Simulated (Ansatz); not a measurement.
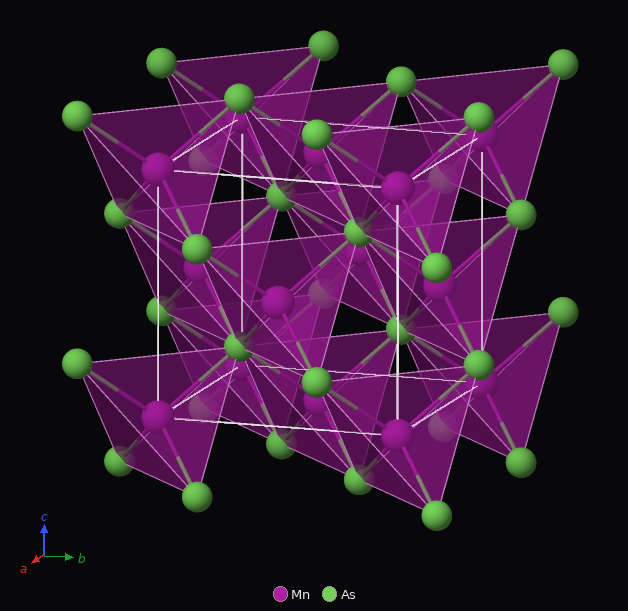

Crystal structure, polyhedral style, seen slightly off an axis. Lines trace the edges of the conventional unit cell. Some atoms of the next cells are drawn as well.

MnAs, zinc blende (sphalerite type), space group F-43m (No. 216), a = 5.660 Å, b = 5.660 Å, c = 5.660 Å, α = 90.00°, β = 90.00°, γ = 90.00°. The structure was taken from a structure type filled with these elements by a generator (whether the compound takes this form wasn't checked). Earlier steps of the study, as a rule a relaxation of our own, may have changed the cell and positions, so they can lie some per cent off the listed ones. It went into a calculation with Ansatz.

This one geometry was computed with Ansatz (DFT, plane waves, PAW) at five levels of theory: PBE with spin-orbit coupling, PBE, LDA, r2SCAN and PBEsol.

Question: Which level gives the highest pressure at this volume, and what does that say about its equilibrium volume?

Answer: Highest: r2SCAN (2.2 GPa), which points to the largest equilibrium volume. Lowest, with the smallest volume: LDA (-6.7 GPa). Levels within 0.5 GPa of each other can't be told apart.

Question: How does the band gap change with the level of theory?

Answer: All levels give a metal.

Question: Collect the results in a table.

Answer:
| level | cutoff (eV) | k-mesh of the run's cell | gap (eV) | pressure (GPa) | absolute moment (μB/atom) |
| --- | --- | --- | --- | --- | --- |
| PBE with spin-orbit coupling | 420 | 12×12×12 | metal | 0.0 | 2.06 |
| PBE | 420 | 12×12×12 | metal | 0.0 | 2.06 |
| LDA | 420 | 12×12×12 | metal | -6.7 | 1.96 |
| r2SCAN | 500 | 12×12×12 | metal | 2.2 | 2.30 |
| PBEsol | 420 | 12×12×12 | metal | -3.3 | 2.05 |

Gaps are taken on the k-mesh or band path of each run.
